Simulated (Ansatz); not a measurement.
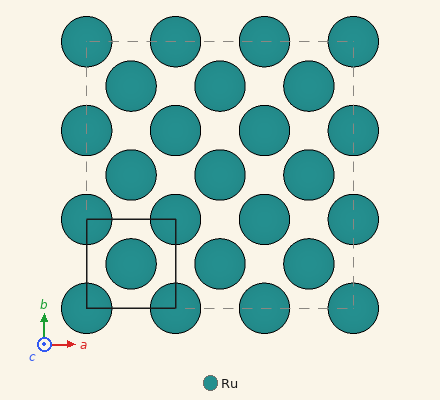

The structure, seen along [001]; the drawing may span several cells.

Given this structure, coordinates from a relaxation with Ansatz, DFT r2SCAN, scalar-relativistic, plane waves, PAW; the starting structure was generated, so it need not be a known form of this composition, written in its standard cell:

Space group I4/mmm (No. 139). a = 2.728 Å, b = 2.728 Å, c = 8.129 Å, α = 90.00°, β = 90.00°, γ = 90.00°
```csv
atom,site,symmetry,x,y,z
Ru,4e,4mm,0.5000,0.5000,0.3504
```

What does the kinematic electron diffraction pattern along [001] look like at 200 kV (B = 0.3 Å²)?

Answer. The spots form a square net with both shortest vectors at d = 1.93 Å, 90.0° apart. They are 1 -1 0 and 1 1 0. The pattern has symmetry 4mm. The lattice centring (I) removes all reflections that break h + k + l = 2n.

Strongest reflections with d > 0.80 Å, one of each family (|F|² from tabulated Gaussian fits of the electron scattering factors, times a small damping for the curvature of the Ewald sphere):

```json
{"hkl": "1 1 0", "d (Å)": "1.929", "I (strongest = 100)": "100"}
{"hkl": "2 0 0", "d (Å)": "1.364", "I (strongest = 100)": "47"}
{"hkl": "2 2 0", "d (Å)": "0.964", "I (strongest = 100)": "18"}
{"hkl": "3 1 0", "d (Å)": "0.863", "I (strongest = 100)": "12"}
```

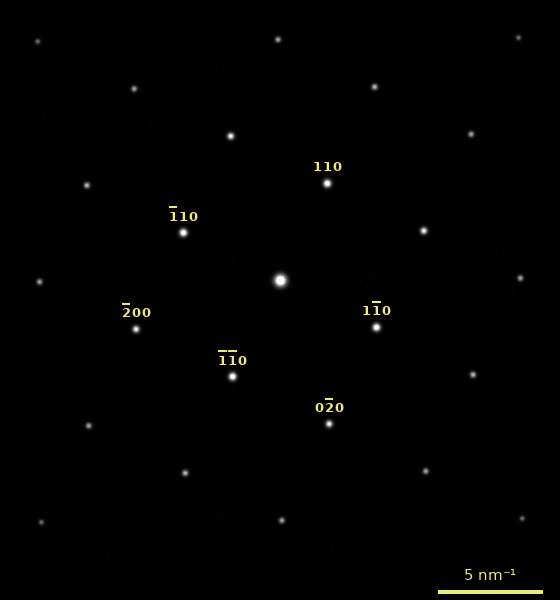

Calculated pattern, seen from the source side with [001] pointing towards the source.
